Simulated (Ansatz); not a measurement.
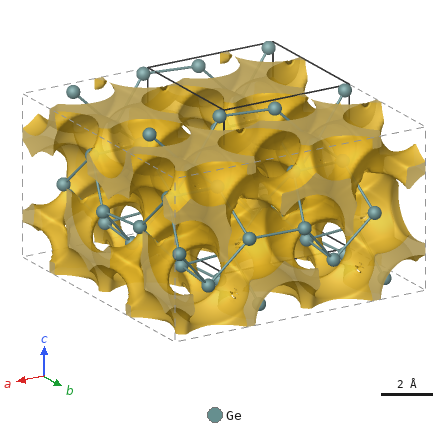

The yellow surface encloses the points that the centre of a probe sphere of radius 0.45 Å can occupy in Ge (P4_32_12, No. 96), computed on a grid of about 0.12 Å (2×2×1 cells shown, view from a free direction; pale faces close the region where the box cuts it).

The atoms' radii are covalent radii (Cordero): Ge 1.20 Å.

Origin of the cell: the end point of a relaxation with Ansatz 0.2.0, DFT, LDA (PW92), plane waves (420 eV) with PAW, scalar-relativistic.

```
Ge
1.0
     5.85516    0.00000    0.00000
     0.00000    5.85516    0.00000
     0.00000    0.00000    6.93319
Ge
12
Cartesian
  0.5236 0.5236 0.0000
  2.4039 3.4512 5.1999
  5.3315 5.3315 3.4666
  3.4512 2.4039 1.7333
  1.0095 2.1726 1.7933
  0.7549 3.9371 0.0600
  4.8456 3.6825 5.2599
  5.1002 1.9180 3.5266
  3.9371 0.7549 6.8732
  3.6825 4.8456 1.6733
  1.9180 5.1002 3.4066
  2.1726 1.0095 5.1399
```

> Do these regions connect?

Where they connect, they form a three-dimensional network.

> What share of the cell can the probe's centre reach?

About 21 % of the volume (51 Å³ of 237.7 Å³).

> Give the largest included and the largest free sphere.

The largest sphere that fits anywhere has a diameter of 1.90 Å; the largest that can travel through the crystal, about 1.5 Å.

> How does the connectivity change as the probe shrinks?

Below a radius of about 0.77 Å the space forms a three-dimensional network. These are grid estimates, good to about 0.05 Å.
